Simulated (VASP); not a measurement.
Single-point calculation, with input and output: Al2O3

System: Al2O3 (P-6m2, 5 atoms in the cell).
Method: Kohn-Sham DFT of a periodic cell, PBE with D3(BJ), VASP PAW PBE potentials, recommended, no spin polarisation (VASP 6.6.1).

The structure derives from a Materials Project entry. It belongs to a series of runs on one base structure; here: conventional a = b = 2.8099 Å, c = 6.6396 A.

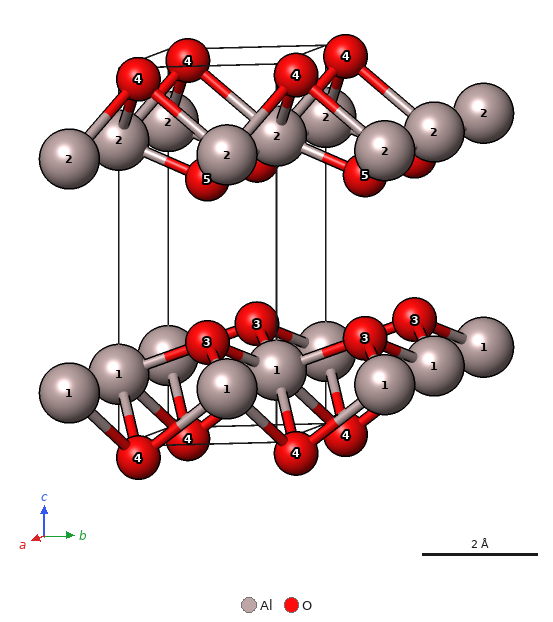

The structure (ball-and-stick view of the cell of the calculation, repeated 2 × 2 × 1, seen slightly off an axis; atoms are numbered from 1 in the order of the input). Near neighbours in the crystal (not all of them lie inside the picture): Al has 1 Al at 2.53 Å and 6 O at 1.74 to 2.06 Å; O has 3 Al at 1.74 Å; O has 6 Al at 2.06 Å.

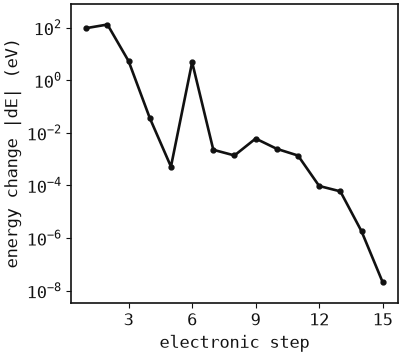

Convergence of the self-consistent field: energy change |dE| against the electronic step. It takes 15 electronic steps. The density is held fixed in the first few steps, and dE rises again when its update begins.

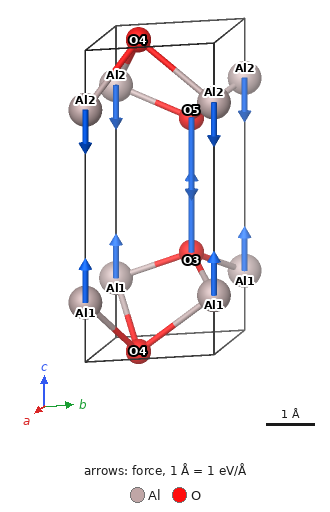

Forces on the atoms as blue arrows (ball-and-stick view of the cell of the calculation, seen slightly off an axis; atoms are numbered from 1 in the order of the input). The largest act on O3, O5 (1.77 eV/Å); Al1, Al2 (0.96 eV/Å). The geometry is not a stationary point of this energy.

The input that produced these results follows, with the program's output.

**INCAR**
```
PREC = Accurate
ENCUT = 520
EDIFF = 1E-6
ISMEAR = 0
SIGMA = 0.05
LREAL = F
LASPH = T
NELM = 100
ALGO = Fast
ISIF = 2
LWAVE = F
LCHARG = F
GGA = PE
IVDW = 12
NBANDS = 20
```

**KPOINTS**
```
Automatic mesh
0
Gamma
  9 9 4
```

**POSCAR**
```
Al2O3
1.0
    2.8099000000      0.0000000000      0.0000000000
   -1.4049500000      2.4334447821      0.0000000000
    0.0000000000      0.0000000000      6.6396000000
Al O
2 3
Direct
    0.0000000000      0.0000000000      0.1907358529
    0.0000000000      0.0000000000      0.8092641471
    0.3333333333      0.6666666667      0.2840924954
    0.6666666667      0.3333333333      0.0000000000
    0.3333333333      0.6666666667      0.7159075046
```

Launch command:
```bash
cat potpaw_PBE.64/Al/POTCAR potpaw_PBE.64/O/POTCAR > POTCAR
mpirun -np 1 vasp_std > vasp.out
```

**OSZICAR**
```
N       E                     dE             d eps       ncg     rms          rms(c)
DAV:   1     0.946867105384E+02    0.94687E+02   -0.13062E+04  1440   0.113E+03
DAV:   2    -0.351292203757E+02   -0.12982E+03   -0.12667E+03  1700   0.251E+02
DAV:   3    -0.403961904050E+02   -0.52670E+01   -0.52524E+01  1928   0.506E+01
DAV:   4    -0.404323839828E+02   -0.36194E-01   -0.36190E-01  1836   0.455E+00
DAV:   5    -0.404328984364E+02   -0.51445E-03   -0.51445E-03  1840   0.521E-01    0.135E+01
RMM:   6    -0.356112336202E+02    0.48217E+01   -0.11977E+01  1454   0.209E+01    0.404E+00
RMM:   7    -0.356134780143E+02   -0.22444E-02   -0.87142E-01  1682   0.557E+00    0.267E+00
RMM:   8    -0.356121091652E+02    0.13688E-02   -0.14716E-01  1636   0.320E+00    0.538E-01
RMM:   9    -0.356061019285E+02    0.60072E-02   -0.19378E-02  1829   0.908E-01    0.212E-01
RMM:  10    -0.356085403787E+02   -0.24385E-02   -0.17821E-02  1767   0.814E-01    0.267E-01
RMM:  11    -0.356071820123E+02    0.13584E-02   -0.28575E-03  1722   0.360E-01    0.343E-02
RMM:  12    -0.356072765702E+02   -0.94558E-04   -0.89227E-04  1798   0.212E-01    0.522E-02
RMM:  13    -0.356072174510E+02    0.59119E-04   -0.12918E-04  1842   0.748E-02    0.487E-03
RMM:  14    -0.356072192505E+02   -0.17996E-05   -0.17264E-05  1877   0.282E-02    0.501E-03
RMM:  15    -0.356072192712E+02   -0.20690E-07   -0.19928E-06  1479   0.985E-03
   1 F= -.36719551E+02 E0= -.36719551E+02  d E =-.585575E-20
```

**Parts of OUTCAR**
```
PREC = Accurate
   ENCUT = 520
   EDIFF = 1E-6
   ISMEAR = 0
   LREAL = F
   LASPH = T
   NELM = 100
   ISIF = 2
   GGA = PE
   IVDW = 12
 IVDW          = 12
 VDW_S6        =  1.00000000  s6, scaling of the dipole-dipole dispersion
 VDW_S8        =  0.78750002  s8, scaling of the dipole-quadrupole dispersion
 VDW_A1        =  0.42890000  a1, scaling of the critical radii
 VDW_A2        =  4.44070005  a2, offset of the critical radii
 VDW_RADIUS    = 50.20216178  two-body interaction cutoff (in Angstroms)
 VDW_CNRADIUS  = 21.16708996  CN, coordination number cutoff (in Angstroms)

 ion  position               nearest neighbor table
   1  0.000  0.000  0.191-   3 1.74   3 1.74   3 1.74   4 2.06   4 2.06   4 2.06   2 2.53
   2  0.000  0.000  0.809-   5 1.74   5 1.74   5 1.74   4 2.06   4 2.06   4 2.06   1 2.53
   3  0.333  0.667  0.284-   1 1.74   1 1.74   1 1.74
   4  0.667  0.333  0.000-   1 2.06   2 2.06   1 2.06   2 2.06   1 2.06   2 2.06
   5  0.333  0.667  0.716-   2 1.74   2 1.74   2 1.74

  LATTYP: Found a hexagonal cell.
 ALAT       =     2.8099000000
 C/A-ratio  =     2.3629310652

  Lattice vectors:

 A1 = (   2.8099000000,   0.0000000000,   0.0000000000)
 A2 = (  -1.4049500000,   2.4334447821,   0.0000000000)
 A3 = (   0.0000000000,   0.0000000000,   6.6396000000)

Analysis of symmetry for initial positions (statically):
=====================================================================
 Subroutine PRICEL returns:
 Original cell was already a primitive cell.

 Routine SETGRP: Setting up the symmetry group for a
 hexagonal supercell.

 Subroutine GETGRP returns: Found 12 space group operations
 (whereof 12 operations were pure point group operations)
 out of a pool of 24 trial point group operations.

The static configuration has the point symmetry D_3h.

Analysis of symmetry for dynamics (positions and initial velocities):
=====================================================================
 Subroutine PRICEL returns:
 Original cell was already a primitive cell.

 Routine SETGRP: Setting up the symmetry group for a
 hexagonal supercell.

 Subroutine GETGRP returns: Found 12 space group operations
 (whereof 12 operations were pure point group operations)
 out of a pool of 24 trial point group operations.

The dynamic configuration has the point symmetry D_3h.

 Subroutine INISYM returns: Found 12 space group operations
 (whereof 12 operations are pure point group operations),
 and found     1 'primitive' translations

----------------------------------------------------------------------------------------

                                     Primitive cell

  volume of cell :      45.3998

  direct lattice vectors                    reciprocal lattice vectors
     2.809900000  0.000000000  0.000000000     0.355884551  0.205470041  0.000000000
    -1.404950000  2.433444782  0.000000000     0.000000000  0.410940083  0.000000000
     0.000000000  0.000000000  6.639600000     0.000000000  0.000000000  0.150611483

  length of vectors
     2.809900000  2.809900000  6.639600000     0.410940083  0.410940083  0.150611483

  position of ions in fractional coordinates (direct lattice)
     0.000000000  0.000000000  0.190735853
     0.000000000  0.000000000  0.809264147
     0.333333333  0.666666667  0.284092495
     0.666666667  0.333333333  0.000000000
     0.333333333  0.666666667  0.715907505

  ion indices of the primitive-cell ions
   primitive index   ion index
                 1           1
                 2           2
                 3           3
                 4           4
                 5           5

----------------------------------------------------------------------------------------

 KPOINTS: Automatic mesh

Automatic generation of k-mesh.
 Grid dimensions read from file:
 generate k-points for:    9    9    4

 Generating k-lattice:

  Cartesian coordinates                     Fractional coordinates (reciprocal lattice)
     0.039542728  0.022830005  0.000000000     0.111111111  0.000000000  0.000000000
     0.000000000  0.045660009  0.000000000     0.000000000  0.111111111  0.000000000
     0.000000000  0.000000000  0.037652871     0.000000000  0.000000000  0.250000000

  Length of vectors
     0.045660009  0.045660009  0.037652871

  Shift w.r.t. Gamma in fractional coordinates (k-lattice)
     0.000000000  0.000000000  0.000000000

 Subroutine IBZKPT returns following result:
 ===========================================

 Found     36 irreducible k-points:

 Following reciprocal coordinates:
            Coordinates               Weight
  0.000000  0.000000  0.000000      1.000000
  0.111111  0.000000  0.000000      6.000000
  0.222222  0.000000  0.000000      6.000000
  0.333333 -0.000000  0.000000      6.000000
  0.444444  0.000000  0.000000      6.000000
  0.111111  0.111111  0.000000      6.000000
  0.222222  0.111111  0.000000     12.000000
  0.333333  0.111111  0.000000     12.000000
  0.444444  0.111111  0.000000      6.000000
  0.222222  0.222222  0.000000      6.000000
  0.333333  0.222222  0.000000     12.000000
  0.333333  0.333333  0.000000      2.000000
  0.000000  0.000000  0.250000      2.000000
  0.111111  0.000000  0.250000     12.000000
  0.222222  0.000000  0.250000     12.000000
  0.333333 -0.000000  0.250000     12.000000
  0.444444  0.000000  0.250000     12.000000
  0.111111  0.111111  0.250000     12.000000
  0.222222  0.111111  0.250000     24.000000
  0.333333  0.111111  0.250000     24.000000
  0.444444  0.111111  0.250000     12.000000
  0.222222  0.222222  0.250000     12.000000
  0.333333  0.222222  0.250000     24.000000
  0.333333  0.333333  0.250000      4.000000
 [... further k-points ...]
   k-points           NKPTS =     36   k-points in BZ     NKDIM =     36   number of bands    NBANDS=     20
   number of dos      NEDOS =    301   number of ions     NIONS =      5
   total plane-waves  NPLWV =  28800
   dimension x,y,z NGX =    24 NGY =   24 NGZ =   50
   dimension x,y,z NGXF=    48 NGYF=   48 NGZF=  100
   ions per type =               2   3
   NGX,Y,Z   is equivalent  to a cutoff of  14.20, 14.20, 12.52 a.u.
   NGXF,Y,Z  is equivalent  to a cutoff of  28.40, 28.40, 25.04 a.u.
 SYSTEM =  unknown system
   PREC   = accura    normal or accurate (medium, high low for compatibility)
   ISTART =      0    job   : 0-new  1-cont  2-samecut
   ICHARG =      2    charge: 1-file 2-atom 10-const
   ISPIN  =      1    spin polarized calculation?
   LNONCOLLINEAR =      F non collinear calculations
   LSORBIT =      F    spin-orbit coupling
   LASPH  =      T    aspherical Exc in radial PAW
   ENCUT  =  520.0 eV  38.22 Ry    6.18 a.u.   5.22  5.22 12.35*2*pi/ulx,y,z
   NELM   =    100;   NELMIN=  2; NELMDL= -5     # of ELM steps
   EDIFF  = 0.1E-05   stopping-criterion for ELM
   LREAL  =      F    real-space projection
   EDIFFG = 0.1E-04   stopping-criterion for IOM
   NSW    =      0    number of steps for IOM
   IBRION =     -1    ionic relax: 0-MD 1-quasi-New 2-CG
   NFREE  =      0    steps in history (QN), initial steepest desc. (CG)
   ISIF   =      2    stress and relaxation
   ISYM   =      2    0-nonsym 1-usesym 2-fastsym
   POTIM  = 0.5000    time-step for ionic-motion
   TEBEG  =    0.0;   TEEND  =   0.0 temperature during run
   PSTRESS=    0.0 pullay stress
   NELECT =      24.0000    total number of electrons
   NUPDOWN=      -1.0000    fix difference up-down
   EMIN   =  10.00;   EMAX   =-10.00  energy-range for DOS
   EFERMI =   0.00;   METHOD = LEGACY
   ISMEAR =     0;   SIGMA  =   0.05  broadening in eV -4-tet -1-fermi 0-gaus
   EFERMI_NEDOS =   21; number of points for ismear=-14 and -15
   IALGO  =     68    algorithm
   IMIX   =      4    mixing-type and parameters
     AMIX     =   0.40;   BMIX     =  1.00
     AMIX_MAG =   1.60;   BMIX_MAG =  1.00
  volume/ion in A,a.u.               =       9.08        61.27
  Fermi-wavevector in a.u.,A,eV,Ry     =   1.323713  2.501455 23.840346  1.752216
  Thomas-Fermi vector in A             =   2.453301
   LORBIT       =      0    0 simple, 1 ext, 2 COOP (PROOUT), +10 PAW based schemes
   GGA     = PE    functional components
   LHFCALC =     F    Hartree Fock is set to
   AEXX    =    0.0000 exact exchange contribution
   IVDW    =    12    specifies the selected vdW correction
   LEPSILON=     F    determine dielectric tensor
   LRPA    =     F    only Hartree local field effects (RPA)
 non-spin polarized calculation
 RMM-DIIS sequential band-by-band and
 Gauss-broadening in eV      SIGMA  =   0.05
  energy-cutoff  :      520.00
  volume of cell :       45.40
 maximum number of plane-waves:      1242
 NGX is ok and might be reduce to    24
   NGX = 11   NGY = 11   NGZ = 25

 number of electron      24.0000010 magnetization

 Free energy of the ion-electron system (eV)
  ---------------------------------------------------
  ext. energy  EPLUGINS =         0.00000000
  ---------------------------------------------------
  free energy    TOTEN  =       -35.60721927 eV

  energy without entropy =      -35.60721927  energy(sigma->0) =      -35.60721927

 E-fermi :   5.8414     XC(G=0): -11.0087     alpha+bet :-15.7616

 val. band max:        5.5281502930   @ k =   0.1111   0.1111   0.0000
 cond. band min:      10.3594525906   @ k =   0.0000   0.0000   0.0000
 fundamental gap:      4.8313022976
 Fermi energy:         5.8413541631

 k-point     1 :       0.0000    0.0000    0.0000
  band No.  band energies     occupation
      1     -14.9453      2.00000
      2     -12.9572      2.00000
      3     -11.7511      2.00000
      4      -0.1452      2.00000
      5       2.4289      2.00000
      6       2.8725      2.00000
      7       2.8725      2.00000
      8       3.7380      2.00000
      9       3.7380      2.00000
     10       4.1197      2.00000
     11       4.1197      2.00000
     12       5.4008      2.00000
     13      10.3595      0.00000
     14      13.1426      0.00000
     15      15.0489      0.00000
     16      18.2689      0.00000
     17      20.0523      0.00000
     18      20.0524      0.00000
     19      20.9610      0.00000
     20      21.4494      0.00000

 k-point     2 :       0.1111    0.0000    0.0000
  band No.  band energies     occupation
      1     -14.7721      2.00000
      2     -12.8294      2.00000
      3     -11.6992      2.00000
      4      -0.1127      2.00000
      5       1.6869      2.00000
      6       2.6924      2.00000
      7       3.0498      2.00000
      8       3.2082      2.00000
      9       3.5668      2.00000
     10       3.6459      2.00000
     11       4.0972      2.00000
     12       5.5223      2.00000
     13      11.0889      0.00000
     14      13.5668      0.00000
     15      15.5136      0.00000
     16      17.8922      0.00000
     17      19.2447      0.00000
     18      19.8477      0.00000
     19      20.4908      0.00000
     20      21.5132      0.00000

 k-point     3 :       0.2222    0.0000    0.0000
  band No.  band energies     occupation
      1     -14.2847      2.00000
      2     -12.4865      2.00000
      3     -11.5884      2.00000
      4      -0.2043      2.00000
      5       0.2852      2.00000
      6       2.1178      2.00000
      7       2.2978      2.00000
      8       2.4520      2.00000
      9       3.4227      2.00000
     10       3.5923      2.00000
     11       3.9979      2.00000
     12       5.4662      2.00000
     13      12.3728      0.00000
     14      14.3218      0.00000
     15      16.3273      0.00000
     16      17.1689      0.00000
     17      18.3091      0.00000
     18      18.7376      0.00000
     19      20.9622      0.00000
     20      21.4119      0.00000

 k-point     4 :       0.3333   -0.0000    0.0000
  band No.  band energies     occupation
      1     -13.5958      2.00000
      2     -12.0556      2.00000
      3     -11.5415      2.00000
      4      -1.1058      2.00000
      5      -0.7290      2.00000
      6       1.0234      2.00000
      7       1.9158      2.00000
      8       2.3638      2.00000
      9       3.1847      2.00000
     10       3.8492      2.00000
     11       3.9028      2.00000
     12       5.0982      2.00000
     13      12.9260      0.00000
     14      14.8212      0.00000
     15      16.1896      0.00000
     16      16.6827      0.00000
     17      18.4981      0.00000
     18      18.6057      0.00000
     19      20.6935      0.00000
     20      21.1826      0.00000

 k-point     5 :       0.4444    0.0000    0.0000
  band No.  band energies     occupation
      1     -12.9704      2.00000
      2     -11.7438      2.00000
      3     -11.6502      2.00000
      4      -1.9512      2.00000
      5      -1.2542      2.00000
      6       0.3818      2.00000
      7       1.6920      2.00000
      8       2.6930      2.00000
      9       3.0373      2.00000
     10       3.7425      2.00000
     11       4.1042      2.00000
     12       4.6618      2.00000
     13      12.9270      0.00000
     14      14.6695      0.00000
     15      15.8107      0.00000
     16      17.1285      0.00000
     17      18.2284      0.00000
     18      18.8098      0.00000
     19      20.7361      0.00000
     20      21.3577      0.00000

 [... the levels of 18 k-points are left out ...]

 k-point    24 :       0.3333    0.3333    0.2500
  band No.  band energies     occupation
      1     -12.5048      2.00000
      2     -11.6844      2.00000
      3     -11.5621      2.00000
      4      -1.5894      2.00000
      5      -0.7802      2.00000
      6      -0.2124      2.00000
      7       0.9009      2.00000
      8       1.1015      2.00000
      9       2.0485      2.00000
     10       3.6511      2.00000
     11       3.8675      2.00000
     12       5.2604      2.00000
     13      15.0371      0.00000
     14      16.0857      0.00000
     15      17.4000      0.00000
     16      17.4220      0.00000
     17      18.3786      0.00000
     18      19.0949      0.00000
     19      19.7816      0.00000
     20      20.0608      0.00000

 [... further k-points ...]

------------------------ aborting loop because EDIFF is reached ----------------------------------------

 Edisp (eV)   -1.11233

 E8    (eV) :    -0.4208

  FORCE on cell =-STRESS in cart. coord.  units (eV):
  Direction    XX          YY          ZZ          XY          YZ          ZX
  --------------------------------------------------------------------------------------
  -------------------------------------------------------------------------------------
  Total       6.43332     6.43332    10.19019     0.00000     0.00000    -0.00000
  in kB     227.03444   227.03444   359.61549     0.00000     0.00000    -0.00000
  external pressure =      271.23 kB  Pullay stress =        0.00 kB

 VOLUME and BASIS-vectors are now :
 -----------------------------------------------------------------------------
  energy-cutoff  :      520.00
  volume of cell :       45.40
      direct lattice vectors                 reciprocal lattice vectors
     2.809900000  0.000000000  0.000000000     0.355884551  0.205470041  0.000000000
    -1.404950000  2.433444782  0.000000000     0.000000000  0.410940083  0.000000000
     0.000000000  0.000000000  6.639600000     0.000000000  0.000000000  0.150611483

 POSITION                                       TOTAL-FORCE (eV/Angst)
 -----------------------------------------------------------------------------------
      0.00000      0.00000      1.26641         0.000000     -0.000000      0.956063
      0.00000      0.00000      5.37319        -0.000000     -0.000000     -0.956063
     -0.00000      1.62230      1.88626        -0.000000      0.000000      1.772128
      1.40495      0.81115      0.00000         0.000000      0.000000      0.000000
     -0.00000      1.62230      4.75334        -0.000000      0.000000     -1.772128
 -----------------------------------------------------------------------------------
    total drift:                                0.000000     -0.000000      0.000000

  FREE ENERGIE OF THE ION-ELECTRON SYSTEM (eV)
  ---------------------------------------------------
  free  energy   TOTEN  =       -36.7195512067 eV

  energy  without entropy=      -36.7195512067  energy(sigma->0) =      -36.71955121
```

**CONTCAR**
```
Al2O3
   1.00000000000000
     2.8098999999999998    0.0000000000000000    0.0000000000000000
    -1.4049499999999999    2.4334447821000000    0.0000000000000000
     0.0000000000000000    0.0000000000000000    6.6395999999999997
  Al              O
     2     3
Direct
     0.0000000000000000    0.0000000000000000    0.1907358528999978
     0.0000000000000000    0.0000000000000000    0.8092641471000022
     0.3333333332999970    0.6666666667000030    0.2840924954000030
     0.6666666667000030    0.3333333332999970    0.0000000000000000
     0.3333333332999970    0.6666666667000030    0.7159075045999970

  0.00000000E+00  0.00000000E+00  0.00000000E+00
  0.00000000E+00  0.00000000E+00  0.00000000E+00
  0.00000000E+00  0.00000000E+00  0.00000000E+00
  0.00000000E+00  0.00000000E+00  0.00000000E+00
  0.00000000E+00  0.00000000E+00  0.00000000E+00
```

**Key numbers**

| quantity | value |
| --- | --- |
| outcome | converged |
| space group (tolerance 0.01 Å) | P-6m2 (187) |
| electrons treated | 24 |
| free energy | −36.7196 eV |
| dispersion energy | −1.1123 eV |
| Fermi energy | 5.841 eV |
| gap on the k-point mesh | 4.83 eV |
| pressure | 27.12 GPa |
| largest force (length of the vector) | 1.772 eV/Å |
| hardware | 1 thread of AMD EPYC (Zen 5), 450 GiB of memory available, shared host |
| wall time | 26 s |
| peak memory | 0.15 GiB |

**Notes**

The cell is under a pressure of 27 GPa at this level, so it is not at its equilibrium volume.
